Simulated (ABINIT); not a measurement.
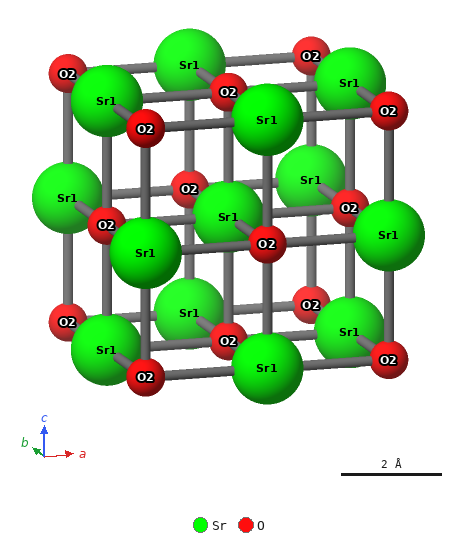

Figure 1. The input geometry (ball-and-stick view of the cell 4 times as large as that of the calculation, set on its symmetry axes, seen slightly off an axis; atoms are numbered from 1 in the order of the input). An atom can appear more than once, as a periodic image. Near neighbours in the periodic cell (some may lie outside the picture): Sr has 6 O at 2.57 Å; O has 6 Sr at 2.57 Å.

**Run report: SrO, dielectric calculation (part 1 of 2)**

- system: SrO (Fm-3m, 2 atoms in the cell)
- method: Kohn-Sham DFT of a periodic cell, PBE, PseudoDojo NC SR PBE v0.4.1 standard, no spin polarisation (ABINIT 10.8.3)

The structure derives from an entry of the Crystallography Open Database.

### Input file
```
# Datasets
ndtset 3

# Pseudopotentials
pp_dirpath "./"
pseudos "Sr.upf, O.upf"

# Structure
acell 3*1.0
rprim
     0.0000000000     4.8496041536     4.8496041536
     4.8496041536     0.0000000000     4.8496041536
     4.8496041536     4.8496041536     0.0000000000
ntypat 2
znucl 38 8
natom 2
typat 1 2
xred
            1/2            1/2            1/2
            0.0            0.0            0.0

# Plane-wave basis
ecut 952.398519 eV

# k points
ngkpt 4 4 4
nshiftk 4
shiftk
     0.5000000000     0.5000000000     0.5000000000
     0.5000000000     0.0000000000     0.0000000000
     0.0000000000     0.5000000000     0.0000000000
     0.0000000000     0.0000000000     0.5000000000

# Exchange and correlation
ixc 11

# Bands and occupations
nband 8
occopt 1

# SCF cycle
nstep 80
diemac 6.0

# Output
prteig 0
prtebands 0
prtwf 0
prtden 0
prtpot 0

# Dataset 1: ground state
kptopt1 1
tolvrs1 1.0e-15
prtwf1 1

# Dataset 2: derivatives of the wave functions by k
iscf2 -3
rfelfd2 2
rfdir2 1 1 1
getwfk2 1
kptopt2 2
nqpt2 1
qpt2 0.0 0.0 0.0
tolwfr2 1.0e-18
prtwf2 1

# Dataset 3: response at q = 0 to electric field
rfelfd3 3
rfdir3 1 1 1
getwfk3 1
getddk3 2
kptopt3 2
nqpt3 1
qpt3 0.0 0.0 0.0
tolvrs3 1.0e-9
```

### File mrgddb.in
```
merged_DDB
SrO
2
runo_DS1_DDB
runo_DS3_DDB
```

### File anaddb.abi
```
ddb_filepath "merged_DDB"
output_file "anaddb.abo"
outdata_prefix "ana"
asr 2
chneut 1
dipdip 1
dieflag 2
enunit 0
```

Launched with:
```bash
mpirun --bind-to none -np 4 abinit run.abi > log 2>&1
mrgddb < mrgddb.in > mrgddb.log 2>&1
anaddb anaddb.abi > anaddb.log 2>&1
```

### Output
```
.Version 10.8.3 of ABINIT
 DATASET    1 : space group Fm -3 m (#225); Bravais cF (face-center cubic)
================================================================================
 Values of the parameters that define the memory need for DATASET  1.
     intxc =       0    ionmov =       0      iscf =       7    lmnmax =       6
     lnmax =       6     mgfft =      40  mpssoang =       3    mqgrid =    3001
     natom =       2  nloc_mem =       1    nspden =       1   nspinor =       1
    nsppol =       1      nsym =      48    n1xccc =    2501    ntypat =       2
    occopt =       1   xclevel =       2
       mpw =        2264          nfft =       64000          nkpt =          10
================================================================================
================================================================================

 DATASET    2 : space group Fm -3 m (#225); Bravais cF (face-center cubic)
================================================================================
 Values of the parameters that define the memory need for DATASET  2 (RF).
     intxc =       0      iscf =      -3    lmnmax =       6     lnmax =       6
     mgfft =      40  mpssoang =       3    mqgrid =    3001     natom =       2
  nloc_mem =       1    nspden =       1   nspinor =       1    nsppol =       1
      nsym =      48    n1xccc =    2501    ntypat =       2    occopt =       1
   xclevel =       2
      nfft =       64000          nkpt =         128
================================================================================
================================================================================

 DATASET    3 : space group Fm -3 m (#225); Bravais cF (face-center cubic)
================================================================================
 Values of the parameters that define the memory need for DATASET  3 (RF).
     intxc =       0      iscf =       7    lmnmax =       6     lnmax =       6
     mgfft =      40  mpssoang =       3    mqgrid =    3001     natom =       2
  nloc_mem =       1    nspden =       1   nspinor =       1    nsppol =       1
      nsym =      48    n1xccc =    2501    ntypat =       2    occopt =       1
   xclevel =       2
      nfft =       64000          nkpt =         128
================================================================================
================================================================================

--------------------------------------------------------------------------------
------------- Echo of variables that govern the present computation ------------
--------------------------------------------------------------------------------
 -outvars: echo values of preprocessed input variables --------
            acell      1.0000000000E+00  1.0000000000E+00  1.0000000000E+00 Bohr
              amu      8.76200000E+01  1.59994000E+01
           diemac      6.00000000E+00
             ecut      3.50000000E+01 Hartree
           getddk1          0
           getddk2          0
           getddk3          2
           getwfk1          0
           getwfk2          1
           getwfk3          1
             iscf1          7
             iscf2         -3
             iscf3          7
              ixc          11
           jdtset        1    2    3
                       outvar_i_n : Printing only first  50 k-points.
           kptopt1          1
           kptopt2          2
           kptopt3          2
         kptrlatt        4   -4    4     -4    4    4     -4   -4    4
          kptrlen      3.87968332E+01
            natom           2
            nband1          8
            nband2          8
            nband3          8
           ndtset           3
            ngfft          40      40      40
             nkpt1         10
             nkpt2        128
             nkpt3        128
             nqpt1          0
             nqpt2          1
             nqpt3          1
            nstep          80
             nsym          48
           ntypat           2
        optdriver1          0
        optdriver2          1
        optdriver3          1
           prtden           0
        prtebands           0
           prteig           0
            prtwf1          1
            prtwf2          1
            prtwf3          0
           rfelfd1          0
           rfelfd2          2
           rfelfd3          3
            rprim      0.0000000000E+00  4.8496041536E+00  4.8496041536E+00
                       4.8496041536E+00  0.0000000000E+00  4.8496041536E+00
                       4.8496041536E+00  4.8496041536E+00  0.0000000000E+00
           shiftk      5.00000000E-01  5.00000000E-01  5.00000000E-01
          spgroup         225
           tolvrs1     1.00000000E-15
           tolvrs2     0.00000000E+00
           tolvrs3     1.00000000E-09
           tolwfr1     0.00000000E+00
           tolwfr2     1.00000000E-18
           tolwfr3     0.00000000E+00
            typat      1  2
                       outvars : Printing only first  50 k-points.
           xangst      2.5662999982E+00  2.5662999982E+00  2.5662999982E+00
                       0.0000000000E+00  0.0000000000E+00  0.0000000000E+00
            xcart      4.8496041536E+00  4.8496041536E+00  4.8496041536E+00
                       0.0000000000E+00  0.0000000000E+00  0.0000000000E+00
             xred      5.0000000000E-01  5.0000000000E-01  5.0000000000E-01
                       0.0000000000E+00  0.0000000000E+00  0.0000000000E+00
            znucl       38.00000    8.00000

================================================================================

 chkinp: Checking input parameters for consistency, jdtset=   1.

 chkinp: Checking input parameters for consistency, jdtset=   2.

 chkinp: Checking input parameters for consistency, jdtset=   3.

================================================================================
== DATASET  1 ==================================================================

--- !DatasetInfo
iteration_state: {dtset: 1, }
dimensions: {natom: 2, nkpt: 10, mband: 8, nsppol: 1, nspinor: 1, nspden: 1, mpw: 2264, }
cutoff_energies: {ecut:  35.0, pawecutdg:  -1.0, }
electrons: {nelect:   1.60000000E+01, charge:   0.00000000E+00, occopt:   1.00000000E+00, tsmear:   1.00000000E-02, }
meta: {optdriver: 0, ionmov: 0, optcell: 0, iscf: 7, paral_kgb: 0, }
...

 Exchange-correlation functional for the present dataset will be:
  GGA: Perdew-Burke-Ernzerhof functional - ixc=11
  J.P.Perdew, K.Burke, M.Ernzerhof, PRL 77, 3865 (1996)

 Real(R)+Recip(G) space primitive vectors, cartesian coordinates (Bohr,Bohr^-1):
 R(1)=  0.0000000  4.8496042  4.8496042  G(1)= -0.1031012  0.1031012  0.1031012
 R(2)=  4.8496042  0.0000000  4.8496042  G(2)=  0.1031012 -0.1031012  0.1031012
 R(3)=  4.8496042  4.8496042  0.0000000  G(3)=  0.1031012  0.1031012 -0.1031012
 Unit cell volume ucvol=  2.2811239E+02 bohr^3
 Angles (23,13,12)=  6.00000000E+01  6.00000000E+01  6.00000000E+01 degrees

 getcut: wavevector=  0.0000  0.0000  0.0000  ngfft=  40  40  40
         ecut(hartree)=     35.000   => boxcut(ratio)=   2.18998

--- Pseudopotential description ------------------------------------------------
- pspini: atom type   1  psp file is ./Sr.upf
  38.00000  10.00000  171031                  znucl, zion, pspdat
12 -101130 2 -1 1834                          pspcod,pspxc,lmax,lloc,mmax
     nproj     2     2     2

- pspini: atom type   2  psp file is ./O.upf
   8.00000   6.00000  171031                  znucl, zion, pspdat
12 -101130 2 -1 936                           pspcod,pspxc,lmax,lloc,mmax
     nproj     2     2     1

   3.04600052E+02                                ecore*ucvol(ha*bohr**3)
--------------------------------------------------------------------------------

================================================================================

--- !BeginCycle
iteration_state: {dtset: 1, }
solver: {iscf: 7, nstep: 80, nline: 4, wfoptalg: 0, }
tolerances: {tolvrs: 1.00E-15, }
...

     iter   Etot(hartree)      deltaE(h)  residm     vres2
 ETOT  1  -50.745256557817    -5.075E+01 1.696E-01 4.844E+02
 ETOT  2  -50.741240036869     4.017E-03 1.148E-03 6.565E+02
 ETOT  3  -50.873000397346    -1.318E-01 3.085E-03 9.336E+01
 ETOT  4  -50.889595330630    -1.659E-02 2.348E-04 6.418E+00
 ETOT  5  -50.890732089362    -1.137E-03 4.358E-05 2.178E-01
 ETOT  6  -50.890763684558    -3.160E-05 1.923E-06 1.038E-02
 ETOT  7  -50.890765338942    -1.654E-06 7.801E-08 1.424E-04
 ETOT  8  -50.890765372155    -3.321E-08 7.858E-10 2.760E-06
 ETOT  9  -50.890765372624    -4.687E-10 2.583E-11 1.273E-07
 ETOT 10  -50.890765372651    -2.728E-11 1.687E-12 3.350E-09
 ETOT 11  -50.890765372651     2.203E-13 1.660E-14 1.008E-10
 ETOT 12  -50.890765372649     1.606E-12 7.667E-16 4.893E-13
 ETOT 13  -50.890765372649    -2.842E-13 4.197E-17 6.401E-15
 ETOT 14  -50.890765372650    -7.461E-13 2.223E-18 5.721E-15
 ETOT 15  -50.890765372651    -8.669E-13 1.052E-19 4.403E-18

 At SCF step   15       vres2   =  4.40E-18 < tolvrs=  1.00E-15 =>converged.

 Cartesian components of stress tensor (hartree/bohr^3)
  sigma(1 1)= -7.91879420E-05  sigma(3 2)=  0.00000000E+00
  sigma(2 2)= -7.91879420E-05  sigma(3 1)=  0.00000000E+00
  sigma(3 3)= -7.91879420E-05  sigma(2 1)=  0.00000000E+00

--- !ResultsGS
iteration_state: {dtset: 1, }
comment   : Summary of ground state results
lattice_vectors:
- [  0.0000000,   4.8496042,   4.8496042, ]
- [  4.8496042,   0.0000000,   4.8496042, ]
- [  4.8496042,   4.8496042,   0.0000000, ]
lattice_lengths: [   6.85838,    6.85838,    6.85838, ]
lattice_angles: [ 60.000,  60.000,  60.000, ] # degrees, (23, 13, 12)
lattice_volume:   2.2811239E+02
convergence: {deltae: -8.669E-13, res2:  4.403E-18, residm:  1.052E-19, diffor: null, }
etotal    :  -5.08907654E+01
entropy   :   0.00000000E+00
fermie    :   2.06880918E-01
cartesian_stress_tensor: # hartree/bohr^3
- [ -7.91879420E-05,   0.00000000E+00,   0.00000000E+00, ]
- [  0.00000000E+00,  -7.91879420E-05,   0.00000000E+00, ]
- [  0.00000000E+00,   0.00000000E+00,  -7.91879420E-05, ]
pressure_GPa:   2.3298E+00
xred      :
- [  5.0000E-01,   5.0000E-01,   5.0000E-01, Sr]
- [  0.0000E+00,   0.0000E+00,   0.0000E+00,  O]
cartesian_forces: # hartree/bohr
- [ -0.00000000E+00,  -0.00000000E+00,  -0.00000000E+00, ]
- [ -0.00000000E+00,  -0.00000000E+00,  -0.00000000E+00, ]
force_length_stats: {min:   0.00000000E+00, max:   0.00000000E+00, mean:   0.00000000E+00, }
...

 Integrated electronic density in atomic spheres:
 ------------------------------------------------
 Atom  Sphere_radius  Integrated_density
    1        2.00000          6.79077802
    2        2.00000          6.12580739
================================================================================

 ----iterations are completed or convergence reached----

 Mean square residual over all n,k,spin=   85.277E-22; max=  10.521E-20
 reduced coordinates (array xred) for    2 atoms
       0.500000000000      0.500000000000      0.500000000000
       0.000000000000      0.000000000000      0.000000000000
 rms dE/dt=  0.0000E+00; max dE/dt=  0.0000E+00; dE/dt below (all hartree)
    1       0.000000000000      0.000000000000      0.000000000000
    2       0.000000000000      0.000000000000      0.000000000000

 cartesian coordinates (angstrom) at end:
    1      2.56629999824464     2.56629999824464     2.56629999824464
    2      0.00000000000000     0.00000000000000     0.00000000000000

 cartesian forces (hartree/bohr) at end:
    1     -0.00000000000000    -0.00000000000000    -0.00000000000000
    2     -0.00000000000000    -0.00000000000000    -0.00000000000000
 frms,max,avg= 0.0000000E+00 0.0000000E+00   0.000E+00  0.000E+00  0.000E+00 h/b

 cartesian forces (eV/Angstrom) at end:
    1     -0.00000000000000    -0.00000000000000    -0.00000000000000
    2     -0.00000000000000    -0.00000000000000    -0.00000000000000
 frms,max,avg= 0.0000000E+00 0.0000000E+00   0.000E+00  0.000E+00  0.000E+00 e/A
 length scales=  1.000000000000  1.000000000000  1.000000000000 bohr
              =  0.529177210544  0.529177210544  0.529177210544 angstroms
 Fermi (or HOMO) energy (hartree) =   0.20688   Average Vxc (hartree)=  -0.37765
 Eigenvalues (hartree) for nkpt=  10  k points:
 kpt#   1, nband=  8, wtk=  0.09375, kpt= -0.1250 -0.2500  0.0000 (reduced coord)
  -0.97054   -0.36699   -0.30176   -0.30100   -0.27404    0.16833    0.20019    0.20378
 prteigrs : prtvol=0 or 1, do not print more k-points.

--- !EnergyTerms
iteration_state     : {dtset: 1, }
comment             : Components of total free energy in Hartree
kinetic             :  2.03132650660975E+01
hartree             :  8.30204641660717E+00
xc                  : -1.26486434042700E+01
Ewald energy        : -3.88850906367907E+01
psp_core            :  1.33530693632187E+00
local_psp           : -3.18422432006438E+01
non_local_psp       :  2.53459345002693E+00
total_energy        : -5.08907653726510E+01
total_energy_eV     : -1.38480827290880E+03
band_energy         : -3.36406465485517E+00
...

 Cartesian components of stress tensor (hartree/bohr^3)
  sigma(1 1)= -7.91879420E-05  sigma(3 2)=  0.00000000E+00
  sigma(2 2)= -7.91879420E-05  sigma(3 1)=  0.00000000E+00
  sigma(3 3)= -7.91879420E-05  sigma(2 1)=  0.00000000E+00

-Cartesian components of stress tensor (GPa)         [Pressure=  2.3298E+00 GPa]
- sigma(1 1)= -2.32978969E+00  sigma(3 2)=  0.00000000E+00
- sigma(2 2)= -2.32978969E+00  sigma(3 1)=  0.00000000E+00
- sigma(3 3)= -2.32978969E+00  sigma(2 1)=  0.00000000E+00

================================================================================
== DATASET  2 ==================================================================

--- !DatasetInfo
iteration_state: {dtset: 2, }
dimensions: {natom: 2, nkpt: 128, mband: 8, nsppol: 1, nspinor: 1, nspden: 1, mpw: 2264, }
cutoff_energies: {ecut:  35.0, pawecutdg:  -1.0, }
electrons: {nelect:   1.60000000E+01, charge:   0.00000000E+00, occopt:   1.00000000E+00, tsmear:   1.00000000E-02, }
meta: {optdriver: 1, rfelfd: 2, }
...

 mkfilename : getwfk/=0, take file _WFK from output of DATASET   1.

 Exchange-correlation functional for the present dataset will be:
  GGA: Perdew-Burke-Ernzerhof functional - ixc=11
  J.P.Perdew, K.Burke, M.Ernzerhof, PRL 77, 3865 (1996)

 Real(R)+Recip(G) space primitive vectors, cartesian coordinates (Bohr,Bohr^-1):
 R(1)=  0.0000000  4.8496042  4.8496042  G(1)= -0.1031012  0.1031012  0.1031012
 R(2)=  4.8496042  0.0000000  4.8496042  G(2)=  0.1031012 -0.1031012  0.1031012
 R(3)=  4.8496042  4.8496042  0.0000000  G(3)=  0.1031012  0.1031012 -0.1031012
 Unit cell volume ucvol=  2.2811239E+02 bohr^3
 Angles (23,13,12)=  6.00000000E+01  6.00000000E+01  6.00000000E+01 degrees
 setup1 : take into account q-point for computing boxcut.
```
